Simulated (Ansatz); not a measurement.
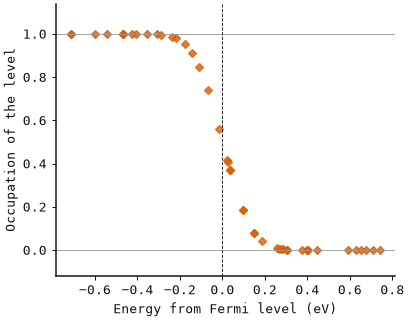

Occupations of the one-electron levels of the k mesh against their energy, from a run on MnS, space group Pm-3m, 2 atoms in the cell, with Ansatz.

Q: Which smearing scheme was used (Fermi-Dirac, Gaussian, Methfessel-Paxton or cold), and about what width?

A: Gaussian smearing with a width of 0.15 eV. The occupations stay between 0 and 1 and die off fast, as an error function; the slope at the Fermi level is 1/(√π × width).
